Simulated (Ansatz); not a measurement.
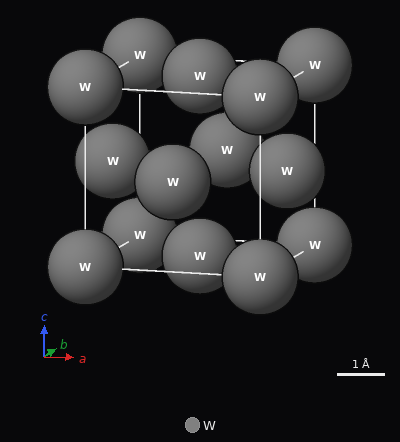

Fig. 1: The starting structure (spheres-only view of the cell 4 times as large as that of the calculation, set on its symmetry axes, seen slightly off an axis).

W: geometry relaxation

The run: geometry relaxation of W (Fm-3m, 1 atom in the cell). Method and program: DFT, LDA, PAW with Ansatz's default frozen-core files, fully relativistic files with spin-orbit coupling (Ansatz 0.2.0).

The structure was built on a prototype by a generator; it need not be a known phase. It belongs to a series of runs on one base structure; here: fcc relaxed, PAW files.

## Input
```yaml
crystal:
  lattice:
    - [0.0, 1.9751508724, 1.9751508724]
    - [1.9751508724, 0.0, 1.9751508724]
    - [1.9751508724, 1.9751508724, 0.0]
  atoms:
    - { symbol: W, position: [0.0, 0.0, 0.0] }
kpoints:
  mp_grid: { grid: [18, 18, 18] }
scf:
  occupations: { method: fermi_dirac, width: 0.05 }
hamiltonian:
  xc: lda
  pseudopotentials: { kind: paw_fr }
output:
  forces: true
  stress: true
relax:
  f_tol: 0.005
  max_steps: 40
  cell: {}
magnetization:
  noncollinear: true
  spin_orbit: true
```

Machine: 2 threads of Arm Neoverse V2, 24 GiB of memory available, shared host.

Run as:
```bash
ansatz run input.yaml --threads 2 --pin off --max-ram 5120MiB --backend cpu --events-out ev --progress --plain --runs-dir out
```

## What the program printed
```
Engine: ansatz 0.2.0, aarch64-unknown-linux-gnu
Pseudopotentials: kind: paw_fr
Pseudopotential: W, paw_fr, valence charge 14, recommended cutoff 420 eV (normal), W.paw.azcp#standard-fr
Functional definition: SPW92
  exchange = slater_x
  correlation = pw_c
non-collinear run that drives no moment, with spin-orbit: no starting moment large enough to seed its density (crystal.atoms[].spin), no starting occupations that ask for one, no magnetisation constraint and no magnetic field, so the semilocal B_xc is pinned to zero
Crystal: 1 atoms, lattice volume = 15.411 Å³
Basis set: ecut = 420 eV, 307 PW (Γ)
Bands: 22, of which v1, the nominal top of the filled ones, is band 14 counted from 1 (13 counted from 0)
Symmetry: 48 space group operations + 48 with time reversal
Magnetic group: BNS 225.117 (UNI 1619), of the structure as read, at distance tolerance 2.5e-5 Å
k-points: 195 of 5832
Projection manifold: j_resolved (fully-relativistic pseudo-atomic orbitals)
Non-local potential: W, projectors of the file, l = 0: 3, l = 1: 4, l = 2: 4, l = 3: 2
PAW form: soft (Blöchl's): semilocal exchange-correlation on the pseudo side does not see the compensation charge
PAW frozen core: W, regenerated for the run's functional, and the local potential with it (the file was generated under x = pbe(κ = 0.804, μ = 0.2195149727645171), c = pbe(β = 0.06672455060314922))
PAW one-centre angular grid: W, 590 points (default); XC on 64 Gauss nodes
Initial density: superposition of atomic densities (chi_scale 0.1, normalization cell)
Initial wavefunctions: pseudopotential atomic-orbital guess
Functional: x = slater, c = lda
SCF iter   1: F=—  HF=-10153.227957 eV  |F-HF|=—  |Δ(HF+E_count)|=         —  Δρ=5.44e-2  dr2=3.82e-1  dr2_m=0.00e0 (ungated)  ethr=3.10e-3  |M|=0.00e0 ∫|m|=0.00e0 μB  |m|>n=0.0e0 m-floor=0.0e0 τ_xc=0.0e0  β_m=0.30  ⟨swp⟩=6.0  Hψ=11108  notcnv=0  defer=26
preconditioner: auto → none  [metal: Δε(μ)=0.020 eV  Ē_g=9.289 eV  σ=0.050 eV  W_gap=0.10  n_scr=0 (ndim 8)  ℏωp=23.2 eV  f_vac=0.000  D(μ)=0.94/eV (n_scr^D=14)]
SCF iter   2: F=—  HF=-10153.109571 eV  |F-HF|=—  |Δ(HF+E_count)|=   1.18e-1  Δρ=3.18e-2  dr2=1.09e-1  dr2_m=0.00e0 (ungated)  ethr=2.73e-3  |M|=0.00e0 ∫|m|=0.00e0 μB  |m|>n=0.0e0 m-floor=0.0e0 τ_xc=0.0e0  β_m=0.47  ⟨swp⟩=2.0  Hψ=3464  notcnv=0  defer=440
SCF iter   3: F=—  HF=-10153.071839 eV  |F-HF|=—  |Δ(HF+E_count)|=   3.77e-2  Δρ=6.61e-3  dr2=2.51e-3  dr2_m=0.00e0 (ungated)  ethr=7.78e-4  |M|=0.00e0 ∫|m|=0.00e0 μB  |m|>n=0.0e0 m-floor=0.0e0 τ_xc=0.0e0  β_m=0.66  ⟨swp⟩=2.8  Hψ=3509  notcnv=0  defer=442
SCF iter   4: F=—  HF=-10153.071715 eV  |F-HF|=—  |Δ(HF+E_count)|=   1.24e-4  Δρ=5.07e-4  dr2=3.91e-5  dr2_m=0.00e0 (ungated)  ethr=1.79e-5  |M|=0.00e0 ∫|m|=0.00e0 μB  |m|>n=0.0e0 m-floor=0.0e0 τ_xc=0.0e0  β_m=0.74  ⟨swp⟩=2.7  Hψ=3303  notcnv=0  defer=440
SCF iter   5: F=—  HF=-10153.071700 eV  |F-HF|=—  |Δ(HF+E_count)|=   1.54e-5  Δρ=5.82e-5  dr2=1.98e-7  dr2_m=0.00e0 (ungated)  ethr=2.79e-7  |M|=0.00e0 ∫|m|=0.00e0 μB  |m|>n=0.0e0 m-floor=0.0e0 τ_xc=0.0e0  β_m=0.85  ⟨swp⟩=2.0  Hψ=3119  notcnv=0  defer=440
SCF iter   6: F=-10153.071700 eV  HF=-10153.071700 eV  |F-HF|=3.64e-11  |Δ(HF+E_count)|=   7.26e-8  Δρ=1.88e-6  dr2=2.14e-10  dr2_m=0.00e0 (ungated)  ethr=7.14e-10  |M|=0.00e0 ∫|m|=0.00e0 μB  |m|>n=0.0e0 m-floor=0.0e0 τ_xc=0.0e0  ⟨swp⟩=4.1  Hψ=6265  notcnv=0
SCF 1 converged in 6 iterations: F = -10153.071700 eV  dr2 = 2.14e-10
  greatest PAW one-centre occupation: 1.000 electrons in one spin orbital (limit 2), on the W atom at site 0 (counted from 0), in its partial waves of l = 0
relax step   1: F+E_penalty+E_count = -10153.07170011 eV  Δ(F+E_penalty+E_count) = +0.000e0 eV  max|allowed force component| = 0.000e0 eV/Å  Δτ_max = 0.0000 Å  P = +6.360 GPa  Ω = 15.411 Å³  (6 SCF iters, dr2 threshold 1.00e-7 eV, accepted)
Crystal: 1 atoms, lattice volume = 16.493 Å³
Basis set: ecut = 420 eV, 331 PW (Γ)
Projection manifold: j_resolved (fully-relativistic pseudo-atomic orbitals)
Initial density: handed on by an earlier stage of this run
Initial wavefunctions: those handed on with the density
iter 1 solved again at ethr=3.25e-6 eV; its pass at ethr=3.10e-3 eV (dr2=4.54e-4 eV) is discarded
SCF iter   1: F=—  HF=-10153.043913 eV  |F-HF|=—  |Δ(HF+E_count)|=         —  Δρ=2.17e-3  dr2=4.45e-4  dr2_m=0.00e0 (ungated)  ethr=3.25e-6  |M|=0.00e0 ∫|m|=0.00e0 μB  |m|>n=0.0e0 m-floor=0.0e0 τ_xc=0.0e0  β_m=0.30  ⟨swp⟩=1.5  Hψ=12862  notcnv=0
preconditioner: auto → none  [metal: Δε(μ)=0.028 eV  Ē_g=8.488 eV  σ=0.050 eV  W_gap=0.14  n_scr=0 (ndim 8)  ℏωp=22.4 eV  f_vac=0.000  D(μ)=1.03/eV (n_scr^D=14)]
SCF iter   2: F=—  HF=-10153.043856 eV  |F-HF|=—  |Δ(HF+E_count)|=   5.67e-5  Δρ=1.42e-3  dr2=1.64e-4  dr2_m=0.00e0 (ungated)  ethr=3.18e-6  |M|=0.00e0 ∫|m|=0.00e0 μB  |m|>n=0.0e0 m-floor=0.0e0 τ_xc=0.0e0  β_m=0.54  ⟨swp⟩=1.0  Hψ=2145  notcnv=0
SCF iter   3: F=—  HF=-10153.043853 eV  |F-HF|=—  |Δ(HF+E_count)|=   3.22e-6  Δρ=2.06e-4  dr2=2.11e-6  dr2_m=0.00e0 (ungated)  ethr=1.17e-6  |M|=0.00e0 ∫|m|=0.00e0 μB  |m|>n=0.0e0 m-floor=0.0e0 τ_xc=0.0e0  β_m=0.59  ⟨swp⟩=2.4  Hψ=3409  notcnv=0
SCF iter   4: F=—  HF=-10153.043854 eV  |F-HF|=—  |Δ(HF+E_count)|=   1.31e-6  Δρ=2.48e-5  dr2=3.13e-8  dr2_m=0.00e0 (ungated)  ethr=7.14e-10  |M|=0.00e0 ∫|m|=0.00e0 μB  |m|>n=0.0e0 m-floor=0.0e0 τ_xc=0.0e0  β_m=0.80  ⟨swp⟩=3.0  Hψ=7468  notcnv=0
SCF iter   5: F=-10153.043854 eV  HF=-10153.043854 eV  |F-HF|=1.44e-10  |Δ(HF+E_count)|=   1.86e-8  Δρ=1.31e-6  dr2=3.07e-10  dr2_m=0.00e0 (ungated)  ethr=2.24e-10  |M|=0.00e0 ∫|m|=0.00e0 μB  |m|>n=0.0e0 m-floor=0.0e0 τ_xc=0.0e0  ⟨swp⟩=2.0  Hψ=6606  notcnv=0
SCF 2 converged in 5 iterations: F = -10153.043854 eV  dr2 = 3.07e-10
relax step   2: F+E_penalty+E_count = -10153.04385407 eV  Δ(F+E_penalty+E_count) = +2.785e-2 eV  max|allowed force component| = 0.000e0 eV/Å  Δτ_max = 0.0000 Å  P = -13.417 GPa  Ω = 16.493 Å³  energy of the carried Pulay correction = -2.557e-4 eV  (5 SCF iters, dr2 threshold 1.00e-7 eV, rejected (line search))
Crystal: 1 atoms, lattice volume = 15.743 Å³
Projection manifold: j_resolved (fully-relativistic pseudo-atomic orbitals)
iter 1 solved again at ethr=1.11e-6 eV; its pass at ethr=3.10e-3 eV (dr2=1.56e-4 eV) is discarded
SCF iter   1: F=—  HF=-10153.077651 eV  |F-HF|=—  |Δ(HF+E_count)|=         —  Δρ=1.48e-3  dr2=1.84e-4  dr2_m=0.00e0 (ungated)  ethr=1.11e-6  |M|=0.00e0 ∫|m|=0.00e0 μB  |m|>n=0.0e0 m-floor=0.0e0 τ_xc=0.0e0  β_m=0.30  ⟨swp⟩=2.0  Hψ=12637  notcnv=0
preconditioner: auto → none  [metal: Δε(μ)=0.008 eV  Ē_g=8.904 eV  σ=0.050 eV  W_gap=0.04  n_scr=0 (ndim 8)  ℏωp=22.9 eV  f_vac=0.000  D(μ)=1.07/eV (n_scr^D=14)]
SCF iter   2: F=—  HF=-10153.077631 eV  |F-HF|=—  |Δ(HF+E_count)|=   2.01e-5  Δρ=9.74e-4  dr2=7.00e-5  dr2_m=0.00e0 (ungated)  ethr=1.11e-6  |M|=0.00e0 ∫|m|=0.00e0 μB  |m|>n=0.0e0 m-floor=0.0e0 τ_xc=0.0e0  β_m=0.55  ⟨swp⟩=1.0  Hψ=2145  notcnv=0
SCF iter   3: F=—  HF=-10153.077631 eV  |F-HF|=—  |Δ(HF+E_count)|=   1.18e-7  Δρ=1.30e-4  dr2=7.41e-7  dr2_m=0.00e0 (ungated)  ethr=5.00e-7  |M|=0.00e0 ∫|m|=0.00e0 μB  |m|>n=0.0e0 m-floor=0.0e0 τ_xc=0.0e0  β_m=0.59  ⟨swp⟩=2.1  Hψ=3059  notcnv=0
SCF iter   4: F=—  HF=-10153.077631 eV  |F-HF|=—  |Δ(HF+E_count)|=   5.70e-8  Δρ=1.78e-5  dr2=1.27e-8  dr2_m=0.00e0 (ungated)  ethr=5.29e-9  |M|=0.00e0 ∫|m|=0.00e0 μB  |m|>n=0.0e0 m-floor=0.0e0 τ_xc=0.0e0  β_m=0.77  ⟨swp⟩=2.2  Hψ=2724  notcnv=0
SCF iter   5: F=—  HF=-10153.077631 eV  |F-HF|=—  |Δ(HF+E_count)|=   9.93e-9  Δρ=6.20e-7  dr2=5.23e-11  dr2_m=0.00e0 (ungated)  ethr=9.08e-11  |M|=0.00e0 ∫|m|=0.00e0 μB  |m|>n=0.0e0 m-floor=0.0e0 τ_xc=0.0e0  β_m=0.84  ⟨swp⟩=2.1  Hψ=2631  notcnv=0
SCF iter   6: F=-10153.077631 eV  HF=-10153.077631 eV  |F-HF|=5.46e-12  |Δ(HF+E_count)|=  1.27e-11  Δρ=1.07e-7  dr2=7.91e-13  dr2_m=0.00e0 (ungated)  ethr=1.00e-12  |M|=0.00e0 ∫|m|=0.00e0 μB  |m|>n=0.0e0 m-floor=0.0e0 τ_xc=0.0e0  ⟨swp⟩=5.8  Hψ=8030  notcnv=0
SCF 3 converged in 6 iterations: F = -10153.077631 eV  dr2 = 7.91e-13
relax step   3: F+E_penalty+E_count = -10153.07763067 eV  Δ(F+E_penalty+E_count) = -5.931e-3 eV  max|allowed force component| = 0.000e0 eV/Å  Δτ_max = 0.0000 Å  P = -0.439 GPa  Ω = 15.743 Å³  energy of the carried Pulay correction = -8.037e-5 eV  (6 SCF iters, accepted)
Crystal: 1 atoms, lattice volume = 15.721 Å³
Projection manifold: j_resolved (fully-relativistic pseudo-atomic orbitals)
iter 1 solved again at ethr=4.26e-9 eV; its pass at ethr=3.10e-3 eV (dr2=5.96e-7 eV) is discarded
SCF iter   1: F=—  HF=-10153.077667 eV  |F-HF|=—  |Δ(HF+E_count)|=         —  Δρ=4.53e-5  dr2=1.92e-7  dr2_m=0.00e0 (ungated)  ethr=4.26e-9  |M|=0.00e0 ∫|m|=0.00e0 μB  |m|>n=0.0e0 m-floor=0.0e0 τ_xc=0.0e0  β_m=0.30  ⟨swp⟩=2.4  Hψ=10276  notcnv=0
preconditioner: auto → none  [metal: Δε(μ)=0.007 eV  Ē_g=8.918 eV  σ=0.050 eV  W_gap=0.04  n_scr=0 (ndim 8)  ℏωp=22.9 eV  f_vac=0.000  D(μ)=1.07/eV (n_scr^D=14)]
SCF iter   2: F=-10153.077667 eV  HF=-10153.077667 eV  |F-HF|=1.03e-8  |Δ(HF+E_count)|=   2.89e-8  Δρ=2.93e-5  dr2=6.91e-8  dr2_m=0.00e0 (ungated)  ethr=7.14e-10  |M|=0.00e0 ∫|m|=0.00e0 μB  |m|>n=0.0e0 m-floor=0.0e0 τ_xc=0.0e0  ⟨swp⟩=3.0  Hψ=6898  notcnv=0
SCF 4 converged in 2 iterations: F = -10153.077667 eV  dr2 = 6.91e-8
relax step   4: F+E_penalty+E_count = -10153.07766675 eV  Δ(F+E_penalty+E_count) = -3.608e-5 eV  max|allowed force component| = 0.000e0 eV/Å  Δτ_max = 0.0000 Å  P = -0.014 GPa  Ω = 15.721 Å³  energy of the carried Pulay correction = -7.513e-5 eV  (2 SCF iters, dr2 threshold 1.00e-7 eV, accepted)
Projection manifold: j_resolved (fully-relativistic pseudo-atomic orbitals)
Initial wavefunctions: pseudopotential atomic-orbital guess (no wavefunctions were taken with the density)
iter 1 solved again at ethr=1.40e-8 eV; its pass at ethr=3.10e-3 eV (dr2=1.96e-6 eV) is discarded
SCF iter   1: F=—  HF=-10153.077743 eV  |F-HF|=—  |Δ(HF+E_count)|=         —  Δρ=1.10e-4  dr2=1.41e-7  dr2_m=0.00e0 (ungated)  ethr=1.40e-8  |M|=0.00e0 ∫|m|=0.00e0 μB  |m|>n=0.0e0 m-floor=0.0e0 τ_xc=0.0e0  β_m=0.30  ⟨swp⟩=3.3  Hψ=17292  notcnv=0
SCF iter   2: F=—  HF=-10153.077743 eV  |F-HF|=—  |Δ(HF+E_count)|=   2.77e-7  Δρ=7.67e-5  dr2=6.32e-8  dr2_m=0.00e0 (ungated)  ethr=1.01e-9  |M|=0.00e0 ∫|m|=0.00e0 μB  |m|>n=0.0e0 m-floor=0.0e0 τ_xc=0.0e0  β_m=0.60  ⟨swp⟩=1.0  Hψ=2145  notcnv=0
SCF iter   3: F=—  HF=-10153.077744 eV  |F-HF|=—  |Δ(HF+E_count)|=   2.69e-7  Δρ=5.03e-6  dr2=2.61e-10  dr2_m=0.00e0 (ungated)  ethr=4.52e-10  |M|=0.00e0 ∫|m|=0.00e0 μB  |m|>n=0.0e0 m-floor=0.0e0 τ_xc=0.0e0  β_m=0.60  ⟨swp⟩=1.0  Hψ=2145  notcnv=0
SCF iter   4: F=—  HF=-10153.077744 eV  |F-HF|=—  |Δ(HF+E_count)|=   1.13e-9  Δρ=7.32e-7  dr2=1.01e-11  dr2_m=0.00e0 (ungated)  ethr=1.86e-12  |M|=0.00e0 ∫|m|=0.00e0 μB  |m|>n=0.0e0 m-floor=0.0e0 τ_xc=0.0e0  β_m=0.71  ⟨swp⟩=2.9  Hψ=3403  notcnv=0
SCF iter   5: F=-10153.077744 eV  HF=-10153.077744 eV  |F-HF|=7.28e-12  |Δ(HF+E_count)|=  1.82e-11  Δρ=4.59e-8  dr2=1.53e-13  dr2_m=0.00e0 (ungated)  ethr=1.00e-12  |M|=0.00e0 ∫|m|=0.00e0 μB  |m|>n=0.0e0 m-floor=0.0e0 τ_xc=0.0e0  ⟨swp⟩=4.9  Hψ=7416  notcnv=0
SCF 5 converged in 5 iterations: F = -10153.077744 eV  dr2 = 1.53e-13
relax step   5: F+E_penalty+E_count = -10153.07774373 eV  Δ(F+E_penalty+E_count) = -7.698e-5 eV  max|allowed force component| = 0.000e0 eV/Å  Δτ_max = 0.0000 Å  P = -0.013 GPa  Ω = 15.721 Å³  stress off target by 1.28e-2 GPa  SCF on the basis re-selected at this cell (its energy is not comparable with the rows above)  (5 SCF iters)
```

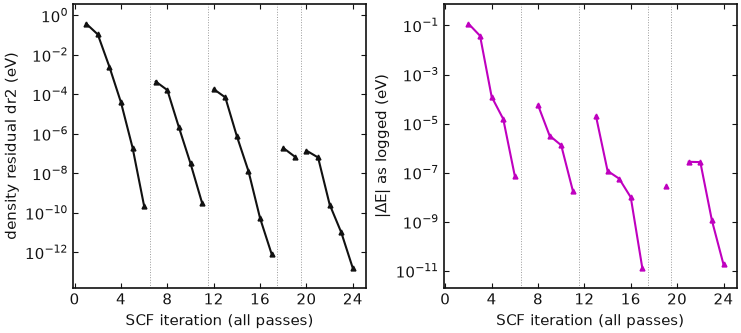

Fig. 2: Convergence of the self-consistent field: density residual dr2 and size of the energy change against the SCF iteration. The dotted lines part the SCF passes of the relaxation: geometry steps, rejected trials and re-solves on a re-selected basis. The 5 passes take 2 to 6 iterations each, 24 in all.

```
basis re-selected at this cell: Δ(F+E_penalty+E_count) = -7.698e-5 eV, ΔP = +0.001 GPa vs the last step (what re-selecting the basis moved, of the pressure what is left beyond the Pulay correction that the steps carried, after the strain that the cell walked since its last selection, with what the two solves' SCF thresholds leave and, on support functions, any second-order correction that the steps lacked; it is no measure of the basis error at this ecutwfc). This SCF's stress stands 1.28e-2 GPa from its target on what of the cell is left free (relax.cell.stress_tol is 5.00e-2 GPa) and its largest allowed force component is 0.00e0 eV/Å (relax.f_tol is 5.00e-3 eV/Å): within both
SCF converged after 5 iterations
Magnetization: |M| = 0.0000 μB,  M = (+0.0000, +0.0000, +0.0000) μB
Absolute magnetization: 0.0000 μB (∫|m|)
  site 0: m = (+0.0000, +0.0000, +0.0000) μB, |m| = 0.0000 μB  (R = 1.16 Å)
Free energy (F): -10153.077744 eV
Harris-Foulkes:  -10153.077744 eV  (|F-HF|=7.28e-12)
Internal energy: -10153.069356 eV  (E = F + TS)
E sigma→0 (E₀):  -10153.073550 eV
Entropy (-TS):   -0.008388 eV (-8.388 meV/atom)
Fermi energy:    22.047223 eV
--- Per-component energies (eV) ---
  E_band       = -84.725795
  E_kinetic    = 451.316381
  E_local      = -600.816193  (includes V_loc(G=0)·N_el)
  E_nonlocal   = 2.264741
  E_hartree    = 215.344716
  E_xc         = -264.893414
  E_vxc        = -239.034022  (∫ρ·V_xc dr)
  E_paw        = -8329.574788  (= ΣΔE_a)
  E_vpaw       = -129.146069  (= ΣTr[D̂ρ^β])
  E_aug_tail   = -0.000071  (compensation charges beyond the density's cutoff)
  E_ewald      = -1627.003497
  E_core_change = 0.292769  (= ΣΔE_core)
  E_smearing   = -0.008388  (= −TS)
  E_closure    = 0.000000  (closes the sum)
  Σ components = -10153.077744   (vs F -10153.077744, Δ=0.00e0)
--- Forces (eV/Å), atoms counted from 1 ---
  atom   1  W     -0.00000000    -0.00000000     0.00000000
  max |Σ_I F_I| component: 4.11e-32 eV/Å
--- Stress (GPa, compression-positive) ---
       -0.012815      -0.000000      -0.000000
       -0.000000      -0.012815      -0.000000
       -0.000000      -0.000000      -0.012815
  P = ⅓ Tr σ = -0.0128 GPa (-0.128 kbar)
--- Relaxed structure (4 steps of the walk, 3 accepted, 1 SCFs on fresh bases) ---
  F+E_penalty+E_count = -10153.07774373 eV   max|allowed force component| = 0.000e0 eV/Å   (the final SCF, on the basis selected at the relaxed cell)
  cell:  # Å, volume = 15.7212 Å³
    - [-7.961678979163872e-36, 1.9883171979510235, 1.9883171979510235]
    - [1.9883171979510235, 7.643074067119836e-35, 1.9883171979510235]
    - [1.9883171979510235, 1.9883171979510235, -2.0699948883638334e-35]
  atoms:
    - { symbol: W, position: [0.0, 0.0, 0.0] }
```

## Trajectory as extended XYZ (Å, eV, eV/Å), 5 frames, from step=1 to step=5
```
1
Lattice="0.0000 1.9752 1.9752 1.9752 0.0000 1.9752 1.9752 1.9752 0.0000" Properties=species:S:1:pos:R:3:forces:R:3 step=1 energy=-10153.07170 pressure_GPa=6.36
W     0.0000    0.0000    0.0000    0.0000   0.0000   0.0000
1
Lattice="0.0000 2.0203 2.0203 2.0203 0.0000 2.0203 2.0203 2.0203 0.0000" Properties=species:S:1:pos:R:3:forces:R:3 step=2 energy=-10153.04385 pressure_GPa=-13.42 accepted=F
W     0.0000    0.0000    0.0000    0.0000   0.0000   0.0000
1
Lattice="0.0000 1.9892 1.9892 1.9892 0.0000 1.9892 1.9892 1.9892 0.0000" Properties=species:S:1:pos:R:3:forces:R:3 step=3 energy=-10153.07763 pressure_GPa=-0.44
W     0.0000    0.0000    0.0000    0.0000   0.0000   0.0000
1
Lattice="0.0000 1.9883 1.9883 1.9883 0.0000 1.9883 1.9883 1.9883 0.0000" Properties=species:S:1:pos:R:3:forces:R:3 step=4 energy=-10153.07767 pressure_GPa=-0.01
W     0.0000    0.0000    0.0000    0.0000   0.0000   0.0000
1
Lattice="0.0000 1.9883 1.9883 1.9883 0.0000 1.9883 1.9883 1.9883 0.0000" Properties=species:S:1:pos:R:3:forces:R:3 step=5 energy=-10153.07774 pressure_GPa=-0.01
W     0.0000    0.0000    0.0000    0.0000   0.0000   0.0000
```

## Key numbers

- outcome: converged
- space group (tolerance 0.01 Å): Fm-3m (225)
- electrons treated: 14
- free energy: −10153.0777 eV
- Fermi energy: 22.047 eV
- net moment of the cell: 0.00 μB
- integrated absolute moment: 0.00 μB
- pressure: −0.01 GPa
- final volume: 15.72 Å³
- largest force (length of the vector) at the end: under 0.001 eV/Å
- final cell: a = 2.812 Å, b = 2.812 Å, c = 2.812 Å, α = 60.00°, β = 60.00°, γ = 60.00°
- wall time: 14 s (CPU time 24 s)
- peak memory: 0.41 GiB
